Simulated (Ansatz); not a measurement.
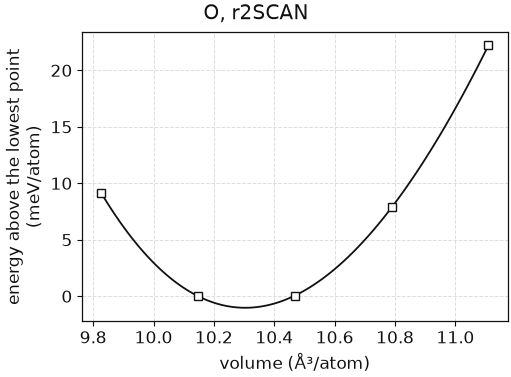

Plotted: energy above the lowest point against volume for O, space group Fd-3m (No. 227) (one of a set of cubic test structures, which need not be the stable phase).

Calculation (Ansatz 0.2.0 development build): equation of state of a cubic crystal from periodic Kohn-Sham density functional theory without spin, third-order Birch-Murnaghan fit to the free energies; pressure corrected for the finite basis. Level: r2SCAN.

```csv
setting,value
structure type,diamond
atoms in cell,2
space group number,227
lattice centring,face-centred primitive
k mesh,13×13×13
occupation method,Fermi–Dirac
occupation width,0.1 eV
wave cutoff,700 eV
datasets,hard PAW
density tolerance,1e-09 eV
bands,10
density cutoff ratio,4
search for lower states,default
xc grid level,2
```

From this curve and the settings, what does the calculation give for the pressure at the same points?

The pressure falls from 7.1 GPa at volume 9.83 Å³/atom to −8.6 GPa at 11.11 Å³/atom, and changes sign near 10.31 Å³/atom.

```tsv
volume (Å³/atom)	pressure (GPa)
9.83	7.1
10.15	2.1
10.47	-2.1
10.79	-5.6
11.11	-8.6
```

Note: cubic model structure, not the ambient form; modest k-mesh, values are not fully converged in k; pseudopotentials made with PBE, not this functional.
